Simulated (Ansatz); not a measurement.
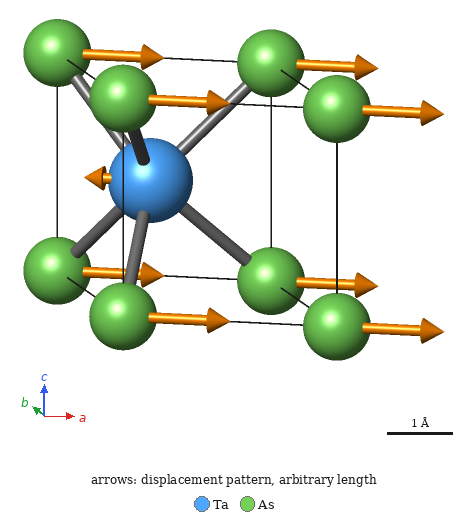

One vibrational mode of solid TaAs (a generated structure) at the zone centre. Displacements are drawn as orange arrows; their common scale and sign are arbitrary. Style: ball-and-stick. Shown: the cell of the calculation, slightly off an axis.

The calculation used DFT PBE, scalar-relativistic, plane waves, PAW in Ansatz.

Input file:
```yaml
crystal:
  lattice:
    - [3.4163169121, 0.0, 0.0]
    - [-1.7081584561, 2.9586172332, 0.0]
    - [0.0, 0.0, 3.4813870935]
  atoms:
    - { symbol: Ta, position: [0.3333333333, 0.6666666667, 0.5] }
    - { symbol: As, position: [0.0, 0.0, 0.0] }
basis:
  ecutwfc: 420
kpoints:
  mp_grid: { grid: [18, 18, 16] }
hamiltonian:
  xc: pbe
scf:
  occupations: { method: fermi_dirac, width: 0.15 }
output:
  eigenvalues: true
phonons:
  method: dfpt
  eigenvectors: true
```

Command:
```bash
ansatz run input.yaml --threads 1 --pin off --max-ram 2048MiB --backend cpu --events-out ev --progress --plain --runs-dir out
```

The frequencies depend somewhat on the k-mesh and the smearing.

### Describe the mode and give its frequency.

This is the E′ mode (doubly degenerate; one member of the set is drawn) at 240 cm⁻¹, the highest optical level, infrared- and Raman-active by symmetry. The As sublattice moves against the Ta sublattice, along a; the kinetic energy is shared as As 71 %, Ta 29 %. The crystal is a metal, so free carriers screen the infrared response.
